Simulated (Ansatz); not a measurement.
The cell of CdI₂ (P-3m1, No. 164). The cell is taken from the end point of a relaxation with DFT, PBE-D4, plane waves, PAW (Ansatz 0.2.0).

```cif
data_structure
_symmetry_space_group_name_H-M 'P 1'
_symmetry_Int_Tables_number 1
_cell_length_a 4.2405
_cell_length_b 4.2405
_cell_length_c 6.8236
_cell_angle_alpha 90.000
_cell_angle_beta 90.000
_cell_angle_gamma 120.000
_cell_volume 106.26
loop_
_atom_site_label
_atom_site_type_symbol
_atom_site_fract_x
_atom_site_fract_y
_atom_site_fract_z
_atom_site_occupancy
Cd1 Cd 0.00000 0.00000 0.00000 1
I1 I 0.33333 0.66667 0.25348 1
I2 I 0.66667 0.33333 0.74652 1
```

At each point the valence sum V of a Li+ ion is computed from the anions within 5 Å (s = exp((R0 − d)/b), R0 fitted to published crystal structures with b = 0.37 Å; R0: Li+–I 2.334 Å). Points too close to the other cations are excluded (2.0 Å from Cd). Li+ is a guest here, not part of the formula. This is an empirical screen for pathways, not an energy calculation.

Question: Along which directions could Li+ move by this screen?

Answer: No path opens below 0.7 v.u. These are grid estimates, good to about 0.1 v.u.

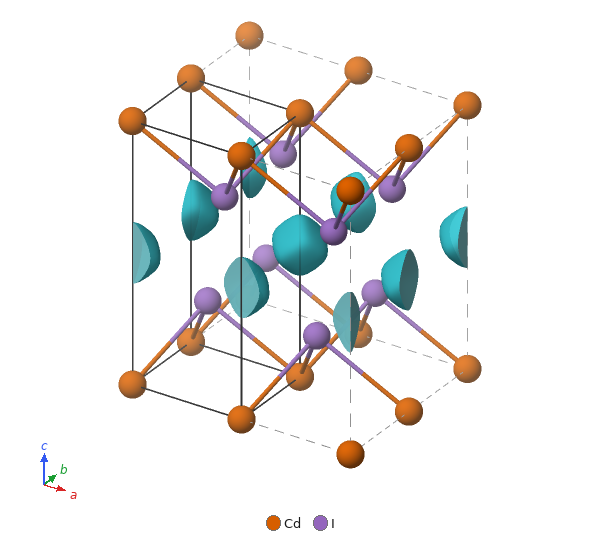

Bond-valence mismatch map for Li+ in CdI₂ (P-3m1): the teal surface encloses the points where |V − 1| < 0.6 v.u. (2×2×1 cells, view slightly off an axis). Pale faces close the region where the drawn box cuts it.
